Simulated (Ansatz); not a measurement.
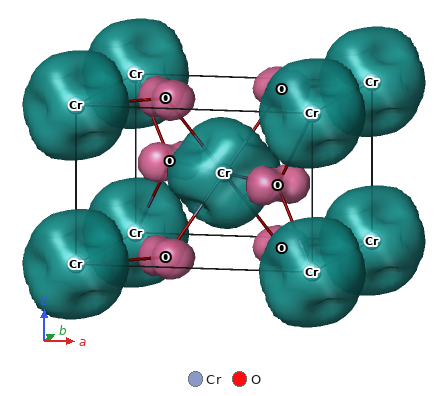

Figure 1: CrO$_{2}$. Isosurfaces of the magnetisation density (up minus down) at +0.1 (teal) and −0.1 e/Å³ (pink), seen slightly off an axis. Sticks mark near contacts.

Space group P4₂/mnm; started from the CrO2 prototype; changed on purpose from its base cell (volume × 1.040); computed pressure about −9 GPa in this cell; spin-polarised.

Theory: Ansatz 0.2.0, DFT r2SCAN, scalar-relativistic, plane waves, PAW.

The density is the valence pseudo-density of a PAW calculation; it isn't the true density close to the nuclei.

Question: Which atoms carry the moments, and with what signs?

Answer: The spin density sits on Cr: +1.9 μB (×2) in one cell of 6 atoms, with smaller moments on other sites: O (up to −0.14 μB): parallel main moments (a ferromagnetic arrangement) in this solution. The cell of the calculation (6 atoms) carries 4.0 μB of net spin moment.
